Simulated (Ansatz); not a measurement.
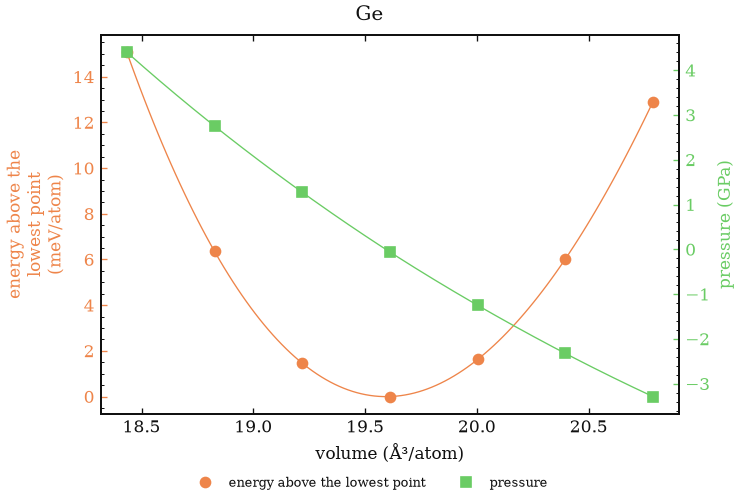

How it was computed, with Ansatz 0.2.0 development build: equation of state of a cubic crystal from periodic Kohn-Sham density functional theory without spin, third-order Birch-Murnaghan fit to the free energies; pressure corrected for the finite basis. Level: PBE.

structure type fcc; atoms in cell 1; space group number 225; lattice centring face-centred primitive; k mesh 22×22×22; occupation method Fermi–Dirac; occupation width 0.06123 eV; wave cutoff 700 eV; datasets hard PAW; density tolerance 1e−09 eV; bands 11; density cutoff ratio 4; search for lower states default.

Energy above the lowest point and pressure against volume for Ge, space group Fm-3m (No. 225) (one of a set of cubic test structures, which need not be the stable phase).

A third-order Birch–Murnaghan fit gives V0 = 19.59 Å³/atom, B0 = 63.2 GPa and B′ = 4.3. The energy above the lowest point is 15.1 meV/atom at volume 18.43 Å³/atom and 12.9 meV/atom at 20.79 Å³/atom; the lowest computed point is at volume 19.61 Å³/atom (0.0 meV/atom), in a single well. The pressure falls from 4.400 GPa at volume 18.43 Å³/atom to −3.288 GPa at 20.79 Å³/atom, and changes sign near 19.59 Å³/atom.

Keep in mind: cubic model structure, not the ambient form.

Input of one of the runs behind the figure:
```
crystal:
  lattice:
    - [0.0, 2.140377040737, 2.140377040737]
    - [2.140377040737, 0.0, 2.140377040737]
    - [2.140377040737, 2.140377040737, 0.0]
  atoms:
    - { symbol: Ge, position: [0, 0, 0] }
kpoints:
  mp_grid: { grid: [22, 22, 22] }
hamiltonian:
  xc: pbe
  pseudopotentials:
    kind: paw
    azcp:
      Ge: "pseudopotentials/pbe/paw/ansatz_paw_generated_hard_1/Ge.paw.azcp"
scf:
  occupations: { method: fermi_dirac, width: 0.061225619053 }
  convergence: { dr2_threshold: "1e-9 eV" }
  max_iter: 300
output:
  forces: true
  stress: true
```

Command:
```bash
ansatz run input.yaml --threads 1
```
